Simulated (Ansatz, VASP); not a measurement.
## BN: VASP beside Ansatz

Wanted: the spread between two codes on one cell, functional and k mesh. The cell is a member of a volume series, scaled by 0.94 from a relaxed one, so a pressure remains.

Main program and level: Ansatz 0.2.0; plane waves, with VASP 6.6.1 beside it; zone-centre phonons at LDA.

## (1) Set-up

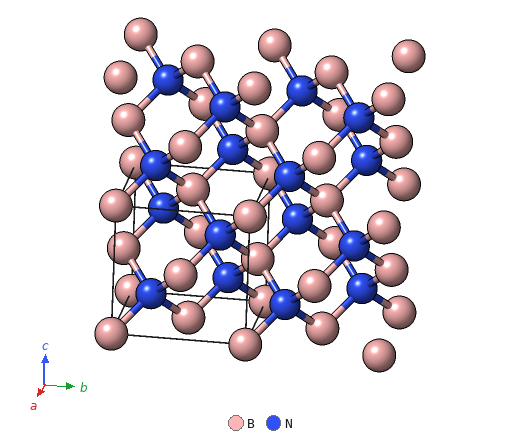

The starting structure, seen slightly off an axis (boron pink, nitrogen blue). 1×2×2 cells are drawn. This picture shows the conventional cell, with its axes. Bonds to atoms that aren't drawn are left out. Some periodic images of atoms are drawn too.

Structure file:

```cif
data_structure
_symmetry_space_group_name_H-M 'P 1'
_symmetry_Int_Tables_number 1
_cell_length_a 2.4816
_cell_length_b 2.4816
_cell_length_c 2.4816
_cell_angle_alpha 60.000
_cell_angle_beta 60.000
_cell_angle_gamma 60.000
_cell_volume 10.81
loop_
_atom_site_label
_atom_site_type_symbol
_atom_site_fract_x
_atom_site_fract_y
_atom_site_fract_z
_atom_site_occupancy
B1 B 0.00000 0.00000 0.00000 1
N2 N 0.25000 0.25000 0.25000 1
```

## (2) VASP: zone-centre phonons, LDA

Second derivatives magnify differences that forces hide, and they need a tight electronic threshold.

Lines of VASP's logs that name or quote its potential files are left out, and so is its time.

The input, INCAR:

```
SYSTEM = BN
PREC = Accurate
ENCUT = 600
EDIFF = 1E-08
NELM = 120
ISMEAR = 0
SIGMA = 0.02
LREAL = .FALSE.
ALGO = Normal
GGA = CA
NBANDS = 10
LASPH = .TRUE.
LWAVE = .FALSE.
LCHARG = .FALSE.
KPAR = 4
LEPSILON = .TRUE.
IBRION = 8
NSW = 1
```

The input, POSCAR:

```
BN
1.0
    0.0000000000      1.7547448303      1.7547448303
    1.7547448303      0.0000000000      1.7547448303
    1.7547448303      1.7547448303      0.0000000000
B N
1 1
Direct
    0.0000000000      0.0000000000      0.0000000000
    0.2500000000      0.2500000000      0.2500000000
```

The input, KPOINTS:

```
Automatic mesh
0
Gamma
11 11 11
0 0 0
```

The projector-augmented-wave data sets are B and N (LDA family, release 64).

Command:

```
mpirun -np 4 vasp_std
```

Numbers of over 12 decimals in the logs are rounded to 6 here.

What it wrote:

```text
[banner, memory and clock lines left out]
running    4 mpi-ranks, on    1 nodes
 distrk:  each k-point on    1 cores,    4 groups
 distr:  one band on    1 cores,    1 groups

 POSCAR found type information on POSCAR B N
 POSCAR found :  2 types and       2 ions
 LDA part: xc-table for (Slater(with rela. corr.)+CA(PZ))
 , standard interpolation
 POSCAR, INCAR and KPOINTS ok, starting setup
 FFT: planning ... GRIDC
 FFT: planning ... GRID_SOFT
 FFT: planning ... GRID
 WAVECAR not read
 entering main loop
       N       E                     dE             d eps       ncg     rms          rms(c)
DAV:   1     0.108942719356E+02    0.10894E+02   -0.56098E+03  1184   0.897E+02
DAV:   2    -0.202177540235E+02   -0.31112E+02   -0.29866E+02  1366   0.172E+02
DAV:   3    -0.206636225548E+02   -0.44587E+00   -0.44525E+00  1320   0.180E+01
DAV:   4    -0.206641298059E+02   -0.50725E-03   -0.50723E-03  1226   0.722E-01
DAV:   5    -0.206641302520E+02   -0.44613E-06   -0.44613E-06  1282   0.213E-02    0.700E+00
DAV:   6    -0.195352424481E+02    0.11289E+01   -0.32735E+00  1144   0.116E+01    0.336E+00
DAV:   7    -0.193910301424E+02    0.14421E+00   -0.13378E-01  1234   0.309E+00    0.186E+00
DAV:   8    -0.193571567343E+02    0.33873E-01   -0.53481E-02  1254   0.168E+00    0.217E-01
DAV:   9    -0.193570132353E+02    0.14350E-03   -0.81944E-04  1212   0.284E-01    0.850E-02
DAV:  10    -0.193569985495E+02    0.14686E-04   -0.38077E-05  1282   0.636E-02    0.141E-02
DAV:  11    -0.193569989714E+02   -0.42195E-06   -0.14965E-06  1266   0.914E-03    0.587E-03
DAV:  12    -0.193569989101E+02    0.61325E-07   -0.40964E-07  1228   0.416E-03    0.224E-04
DAV:  13    -0.193569989108E+02   -0.74965E-09   -0.63146E-09   708   0.823E-04
   1 F= -.19356999E+02 E0= -.19356999E+02  d E =-.202184E-27
 Linear response reoptimize wavefunctions to high precision
DAV:   1    -0.193569989109E+02   -0.44679E-10   -0.17591E-10   776   0.157E-04
 Linear response G [H, r] |phi>, progress :
  Direction:   1
       N       E                     dE             d eps       ncg     rms
RMM:   1    -0.375352595458E+02   -0.37535E+02   -0.30500E+01  2548   0.501E+01
RMM:   2    -0.320725175157E+02    0.54627E+01   -0.40028E-01  1786   0.869E+00
RMM:   3    -0.321211816783E+02   -0.48664E-01    0.31420E-02  1897   0.337E-01
RMM:   4    -0.321242912105E+02   -0.31095E-02    0.18808E-03  1980   0.187E-02
RMM:   5    -0.321244682857E+02   -0.17708E-03    0.11556E-04  1926   0.135E-03
RMM:   6    -0.321244789193E+02   -0.10634E-04    0.92216E-06  1642   0.258E-04
RMM:   7    -0.321244800866E+02   -0.11673E-05   -0.32222E-06  1426   0.191E-04
RMM:   8    -0.321244800493E+02    0.37323E-07   -0.24374E-06  1422   0.191E-04
RMM:   9    -0.321244800694E+02   -0.20088E-07   -0.18536E-06  1366   0.190E-04
RMM:  10    -0.321244800534E+02    0.15961E-07   -0.14418E-06  1200   0.191E-04
 Linear response G [H, r] |phi>, progress :
  Direction:   2
       N       E                     dE             d eps       ncg     rms
RMM:   1    -0.349744486442E+02   -0.34974E+02   -0.23749E+01  2551   0.475E+01
RMM:   2    -0.325751814230E+02    0.23993E+01   -0.95893E-02  1783   0.746E+00
RMM:   3    -0.326236536474E+02   -0.48472E-01    0.31899E-02  1903   0.287E-01
RMM:   4    -0.326267556704E+02   -0.31020E-02    0.18756E-03  2024   0.159E-02
RMM:   5    -0.326269321495E+02   -0.17648E-03    0.11445E-04  1926   0.114E-03
RMM:   6    -0.326269427425E+02   -0.10593E-04    0.85219E-06  1662   0.229E-04
RMM:   7    -0.326269439201E+02   -0.11776E-05   -0.23323E-06  1454   0.174E-04
RMM:   8    -0.326269438832E+02    0.36945E-07   -0.17986E-06  1482   0.175E-04
RMM:   9    -0.326269439017E+02   -0.18493E-07   -0.21268E-06  1452   0.174E-04
RMM:  10    -0.326269438843E+02    0.17359E-07   -0.19820E-06  1324   0.175E-04
 Linear response G [H, r] |phi>, progress :
  Direction:   3
       N       E                     dE             d eps       ncg     rms
RMM:   1    -0.250712605517E+02   -0.25071E+02    0.77028E+01  2403   0.505E+01
RMM:   2    -0.237445546385E+02    0.13267E+01   -0.81497E-01  1774   0.822E+00
RMM:   3    -0.237490171557E+02   -0.44625E-02   -0.22694E-03  1915   0.353E-01
RMM:   4    -0.237490139084E+02    0.32473E-05   -0.10288E-05  1989   0.213E-02
RMM:   5    -0.237490137820E+02    0.12646E-06    0.66319E-08  1891   0.165E-03
RMM:   6    -0.237490137998E+02   -0.17821E-07   -0.13679E-07  1611   0.260E-04
RMM:   7    -0.237490138019E+02   -0.21235E-08   -0.43901E-07  1368   0.161E-04
RMM:   8    -0.237490138018E+02    0.91742E-10   -0.32838E-08  1331   0.159E-04
 Linear response to external field (no local field effect), progress :
  Direction:   1
       N       E                     dE             d eps       ncg     rms          rms(c)
RMM:   1    -0.129317690633E+00   -0.12932E+00   -0.38493E-01  2521   0.191E+00
RMM:   2    -0.129612867250E+00   -0.29518E-03   -0.25523E-04  1818   0.132E-01
RMM:   3    -0.129613412445E+00   -0.54520E-06   -0.31026E-07  1840   0.426E-03
RMM:   4    -0.129613414085E+00   -0.16404E-08   -0.29201E-10  1651   0.185E-04
 change of polarisation eV/A/(eV/A) component  1 :     0.259     0.109     0.029
 dielectric tensor                  component  1 :     5.341     1.823     0.489
 Linear response to external field (no local field effect), progress :
  Direction:   2
[...]
RMM:   3    -0.700997877359E-01   -0.39219E-06   -0.21357E-07  1808   0.358E-03
RMM:   4    -0.700997881930E-01   -0.45709E-09   -0.73658E-10  1645   0.164E-04
 change of polarisation eV/A/(eV/A) component  3 :     0.029    -0.036     0.140
 dielectric tensor                  component  3 :     0.488    -0.611     3.348
 Linear response to external field, progress :
  Direction:   1
       N       E                     dE             d eps       ncg     rms          rms(c)
RMM:   1    -0.109163959116E+00   -0.10916E+00   -0.31486E-01  9692   0.177E+00
RMM:   2    -0.109432034285E+00   -0.26808E-03   -0.22155E-04  7006   0.124E-01    0.546E-01
RMM:   3    -0.107316448096E+00    0.21156E-02   -0.88763E-04  6850   0.232E-01    0.320E-01
RMM:   4    -0.110508616229E+00   -0.31922E-02   -0.12673E-03  7064   0.277E-01    0.371E-02
RMM:   5    -0.110947174850E+00   -0.43856E-03   -0.13272E-05  7146   0.299E-02    0.375E-03
RMM:   6    -0.110958752454E+00   -0.11578E-04   -0.32345E-08  7286   0.151E-03    0.203E-03
RMM:   7    -0.110966209096E+00   -0.74566E-05   -0.66290E-09  7230   0.736E-04    0.839E-05
RMM:   8    -0.110966410959E+00   -0.20186E-06    0.50082E-10  4256   0.362E-05    0.229E-05
RMM:   9    -0.110966386527E+00    0.24432E-07    0.38131E-10  3942   0.431E-05    0.207E-06
 change of polarisation eV/A/(eV/A) component  1 :     0.210     0.039     0.026
 dielectric tensor                  component  1 :     4.516     0.651     0.428
 Linear response to external field, progress :
  Direction:   2
       N       E                     dE             d eps       ncg     rms          rms(c)
RMM:   1    -0.109163955627E+00   -0.10916E+00   -0.31486E-01  9695   0.177E+00
RMM:   2    -0.109432037932E+00   -0.26808E-03   -0.21988E-04  7006   0.124E-01    0.546E-01
RMM:   3    -0.107316483742E+00    0.21156E-02   -0.88692E-04  6854   0.232E-01    0.320E-01
RMM:   4    -0.110508532722E+00   -0.31920E-02   -0.12661E-03  7064   0.277E-01    0.371E-02
RMM:   5    -0.110947098634E+00   -0.43857E-03   -0.13284E-05  7147   0.299E-02    0.375E-03
RMM:   6    -0.110958671194E+00   -0.11573E-04   -0.34040E-08  7285   0.151E-03    0.203E-03
RMM:   7    -0.110966129474E+00   -0.74583E-05   -0.66605E-09  7232   0.736E-04    0.837E-05
RMM:   8    -0.110966325540E+00   -0.19607E-06   -0.25424E-11  4222   0.352E-05    0.225E-05
RMM:   9    -0.110966305952E+00    0.19588E-07    0.79393E-10  3973   0.436E-05    0.231E-06
 change of polarisation eV/A/(eV/A) component  2 :     0.030     0.210     0.024
 dielectric tensor                  component  2 :     0.503     4.516     0.394
 Linear response to external field, progress :
  Direction:   3
       N       E                     dE             d eps       ncg     rms          rms(c)
RMM:   1    -0.109164334304E+00   -0.10916E+00   -0.31486E-01  9693   0.177E+00
RMM:   2    -0.109432042472E+00   -0.26771E-03   -0.22016E-04  7006   0.124E-01    0.546E-01
RMM:   3    -0.107316449447E+00    0.21156E-02   -0.88729E-04  6848   0.232E-01    0.320E-01
RMM:   4    -0.110508537794E+00   -0.31921E-02   -0.12668E-03  7064   0.277E-01    0.371E-02
RMM:   5    -0.110947089146E+00   -0.43855E-03   -0.13269E-05  7144   0.299E-02    0.375E-03
RMM:   6    -0.110958675587E+00   -0.11586E-04   -0.32589E-08  7282   0.151E-03    0.203E-03
RMM:   7    -0.110966132017E+00   -0.74564E-05   -0.67142E-09  7234   0.736E-04    0.838E-05
RMM:   8    -0.110966330160E+00   -0.19814E-06    0.47278E-11  4228   0.355E-05    0.226E-05
RMM:   9    -0.110966308912E+00    0.21247E-07    0.82566E-10  3966   0.436E-05    0.228E-06
 change of polarisation eV/A/(eV/A) component  3 :     0.025     0.040     0.210
 dielectric tensor                  component  3 :     0.412     0.668     4.516
 Linear response DOF=           2
 Linear response progress:
  Degree of freedom:   1/  2
       N       E                     dE             d eps       ncg     rms          rms(c)
RMM:   1    -0.438900956536E-01   -0.43890E-01   -0.31379E-02 10844   0.138E+00
RMM:   2    -0.378303593296E-01    0.60597E-02   -0.33675E-03  6662   0.247E-01    0.163E-01
RMM:   3    -0.375400885622E-01    0.29027E-03   -0.69536E-04  6877   0.891E-02    0.909E-02
RMM:   4    -0.378593577538E-01   -0.31927E-03   -0.64148E-04  6871   0.101E-01    0.814E-03
RMM:   5    -0.378144453292E-01    0.44912E-04   -0.68962E-05  7088   0.777E-03    0.122E-03
RMM:   6    -0.378064722794E-01    0.79730E-05   -0.56354E-06  7110   0.514E-04    0.470E-04
RMM:   7    -0.378037007902E-01    0.27715E-05    0.57566E-08  7208   0.404E-04    0.428E-05
RMM:   8    -0.378038396677E-01   -0.13888E-06   -0.51076E-07  7224   0.308E-05    0.118E-05
RMM:   9    -0.378037767882E-01    0.62880E-07   -0.47152E-07  7331   0.152E-05    0.786E-07
RMM:  10    -0.378037816867E-01   -0.48986E-08   -0.52058E-07  4876   0.801E-06    0.396E-07
RMM:  11    -0.378037822174E-01   -0.53063E-09   -0.53451E-07  4098   0.803E-06    0.413E-08
 first order change of Fermi-energy   0.54561E-04
 force on displaced ion       1 direction 1 : -29.726  -0.000  -0.000
 Born effective charge ion    1 direction 1 :   1.844   0.000   0.000
 Linear response progress:
  Degree of freedom:   2/  2
       N       E                     dE             d eps       ncg     rms          rms(c)
RMM:   1    -0.231939378697E+00   -0.23194E+00    0.94393E-02  8701   0.334E+00
RMM:   2    -0.225101165459E+00    0.68382E-02   -0.16533E-03  6674   0.436E-01    0.249E-01
RMM:   3    -0.226090234192E+00   -0.98907E-03   -0.38643E-04  6435   0.175E-01    0.133E-01
RMM:   4    -0.228274933567E+00   -0.21847E-02   -0.37413E-04  6248   0.170E-01    0.242E-02
RMM:   5    -0.228357976262E+00   -0.83043E-04   -0.71008E-07  7164   0.244E-02    0.900E-04
RMM:   6    -0.228368759995E+00   -0.10784E-04    0.75851E-07  6972   0.122E-03    0.391E-04
RMM:   7    -0.228366916844E+00    0.18432E-05    0.18424E-07  7259   0.379E-04    0.474E-05
RMM:   8    -0.228366788932E+00    0.12791E-06   -0.24100E-07  7144   0.323E-05    0.198E-05
RMM:   9    -0.228366717836E+00    0.71096E-07   -0.25266E-07  7428   0.274E-05    0.863E-07
RMM:  10    -0.228366714651E+00    0.31853E-08   -0.23830E-07  5470   0.148E-05    0.336E-07
RMM:  11    -0.228366715202E+00   -0.55133E-09   -0.23826E-07  4978   0.149E-05    0.174E-08
 first order change of Fermi-energy   0.89983E-04
 force on displaced ion       2 direction 1 : -29.730   0.000   0.000
 Born effective charge ion    2 direction 1 :  -1.844   0.000   0.000
 Born effective charges drift removed
 Linear response finished
```

Parts of OUTCAR (step 2):

```text
ion  position               nearest neighbor table
   1  0.000  0.000  0.000-   2 1.52   2 1.52   2 1.52   2 1.52
   2  0.250  0.250  0.250-   1 1.52   1 1.52   1 1.52   1 1.52

  LATTYP: Found a face centered cubic cell.
 ALAT       =     3.5094896606

 Subroutine GETGRP returns: Found 24 space group operations
 (whereof 24 operations were pure point group operations)

The static configuration has the point symmetry T_d .

 Found     56 irreducible k-points:

   k-points           NKPTS =     56   k-points in BZ     NKDIM =     56   number of bands    NBANDS=     10

   dimension x,y,z NGX =    20 NGY =   20 NGZ =   20
   dimension x,y,z NGXF=    40 NGYF=   40 NGZF=   40

   ENCUT  =  600.0 eV  44.10 Ry    6.64 a.u.   4.96  4.96  4.96*2*pi/ulx,y,z

   NELECT =       8.0000    total number of electrons

 k-points in reciprocal lattice and weights: Automatic mesh
   0.00000000  0.00000000  0.00000000       0.001
   0.09090909  0.00000000  0.00000000       0.006
   0.18181818  0.00000000  0.00000000       0.006
   0.27272727  0.00000000  0.00000000       0.006
   0.36363636  0.00000000  0.00000000       0.006
   0.45454545  0.00000000  0.00000000       0.006
   0.09090909  0.09090909  0.00000000       0.005
   0.18181818  0.09090909  0.00000000       0.018
   0.27272727  0.09090909  0.00000000       0.018
[...]
-0.36363636  0.45454545  0.18181818       0.018
  -0.27272727  0.45454545  0.18181818       0.018

 average (electrostatic) potential at core
       1 -28.3279       2 -59.0578

  Total        1.8834516      1.8834516      1.8834516      0.0000000     -0.0000000      0.0000000
  in kB      279.2499766    279.2499766    279.2499766      0.0000000     -0.0000000      0.0000000
  external PRESSURE =     279.2499766 kB  Pullay stress =       0.0000000 kB

  energy-cutoff  :      600.00
  volume of cell :       10.81
      direct lattice vectors                 reciprocal lattice vectors
     0.000000000  1.754744830  1.754744830    -0.284941714  0.284941714  0.284941714
     1.754744830  0.000000000  1.754744830     0.284941714 -0.284941714  0.284941714
     1.754744830  1.754744830  0.000000000     0.284941714  0.284941714 -0.284941714

 POSITION                                       TOTAL-FORCE (eV/Angst)
 -----------------------------------------------------------------------------------
      0.00000      0.00000      0.00000        -0.000000     -0.000000     -0.000000
      0.87737      0.87737      0.87737         0.000000      0.000000      0.000000
 -----------------------------------------------------------------------------------
    total drift:                               -0.000000     -0.000000     -0.000000

 MACROSCOPIC STATIC DIELECTRIC TENSOR (including local field effects in DFT)
 ------------------------------------------------------
           4.515840    -0.000000    -0.000000
          -0.000000     4.515840    -0.000000
           0.000000    -0.000000     4.515840
 ------------------------------------------------------

 PIEZOELECTRIC TENSOR (including local field effects)  for field in x, y, z        (C/m^2)
          XX          YY          ZZ          XY          YZ          ZX
  --------------------------------------------------------------------------------
  x     0.00000     0.00000     0.00000     0.00000    -1.02932     0.00000
  y    -0.00000    -0.00000     0.00000     0.00000     0.00000    -1.02932
  z     0.00000     0.00000     0.00000    -1.02932     0.00000     0.00000

 BORN EFFECTIVE CHARGES (including local field effects) (in |e|, cummulative output)
 ---------------------------------------------------------------------------------
 ion    1
    1     1.84387     0.00000     0.00000
    2     0.00000     1.84387     0.00000
    3    -0.00000    -0.00000     1.84387
 ion    2
    1    -1.84387     0.00000     0.00000
    2     0.00000    -1.84387    -0.00000
    3     0.00000     0.00000    -1.84387

 Eigenvectors and eigenvalues of the dynamical matrix
 ----------------------------------------------------

   1 f  =   34.510313 THz   216.834690 2PiTHz 1151.140126 cm-1   142.723121 meV
             X         Y         Z           dx          dy          dz
      0.000000  0.000000  0.000000     0.751163   -0.000000    0.000000
      0.877372  0.877372  0.877372    -0.660117   -0.000000    0.000000

   2 f  =   34.510313 THz   216.834690 2PiTHz 1151.140126 cm-1   142.723121 meV
             X         Y         Z           dx          dy          dz
      0.000000  0.000000  0.000000    -0.000000    0.751163   -0.000000
      0.877372  0.877372  0.877372     0.000000   -0.660117   -0.000000

   3 f  =   34.510313 THz   216.834690 2PiTHz 1151.140126 cm-1   142.723121 meV
             X         Y         Z           dx          dy          dz
      0.000000  0.000000  0.000000     0.000000    0.000000    0.751163
      0.877372  0.877372  0.877372     0.000000    0.000000   -0.660117

   4 f/i=    0.001311 THz     0.008240 2PiTHz    0.043743 cm-1     0.005423 meV
             X         Y         Z           dx          dy          dz
      0.000000  0.000000  0.000000     0.141185   -0.514859    0.388255
      0.877372  0.877372  0.877372     0.160658   -0.585870    0.441804

   5 f/i=    0.001311 THz     0.008240 2PiTHz    0.043743 cm-1     0.005423 meV
             X         Y         Z           dx          dy          dz
      0.000000  0.000000  0.000000    -0.327836    0.284945    0.497076
      0.877372  0.877372  0.877372    -0.373053    0.324245    0.565634

   6 f/i=    0.001311 THz     0.008240 2PiTHz    0.043743 cm-1     0.005423 meV
             X         Y         Z           dx          dy          dz
      0.000000  0.000000  0.000000    -0.555288   -0.299135   -0.194752
      0.877372  0.877372  0.877372    -0.631875   -0.340392   -0.221614

 MACROSCOPIC STATIC DIELECTRIC TENSOR IONIC CONTRIBUTION
 ------------------------------------------------------
           1.915098     0.000000    -0.000000
           0.000000     1.915098     0.000000
          -0.000000     0.000000     1.915098
 ------------------------------------------------------

 ELASTIC MODULI CONTR FROM IONIC RELAXATION (kBar)
 Direction    XX          YY          ZZ          XY          YZ          ZX
 --------------------------------------------------------------------------------
 XX          -0.0000      0.0000      0.0000     -0.0000      0.0000     -0.0000
 YY           0.0000     -0.0000      0.0000     -0.0000     -0.0000      0.0000
 ZZ           0.0000      0.0000     -0.0000      0.0000     -0.0000     -0.0000
 XY          -0.0000     -0.0000      0.0000   -182.1933      0.0000      0.0000
 YZ           0.0000     -0.0000     -0.0000      0.0000   -182.1933      0.0000
 ZX          -0.0000      0.0000     -0.0000      0.0000      0.0000   -182.1933
 --------------------------------------------------------------------------------

 PIEZOELECTRIC TENSOR IONIC CONTR  for field in x, y, z        (C/m^2)
          XX          YY          ZZ          XY          YZ          ZX
  --------------------------------------------------------------------------------
  x    -0.00000     0.00000     0.00000     0.00000     0.55582     0.00000
  y     0.00000    -0.00000     0.00000     0.00000     0.00000     0.55582
  z     0.00000     0.00000    -0.00000     0.55582    -0.00000    -0.00000
```

CONTCAR:

```
BN
   1.00000000000000
     0.0000000000000000    1.7547448302999999    1.7547448302999999
     1.7547448302999999    0.0000000000000000    1.7547448302999999
     1.7547448302999999    1.7547448302999999    0.0000000000000000
  B               N
     1     1
Direct
     0.0000000000000000    0.0000000000000000    0.0000000000000000
     0.2500000000000000    0.2500000000000000    0.2500000000000000
```

(Part 1 of 2 ends here.)

[Lines on the potential files, build, host, timing and source positions are cut from VASP's logs without a mark.]

[Logs are printed without paths, hosts, clocks, repeated set-up lines and the standing remarks that a program may print on its own settings, such as how far it seeks lower states.]

[Hosts, paths, dates, database ids (printed as entryN), source tags and the programs' standing remarks are cut or masked in the printed files.]
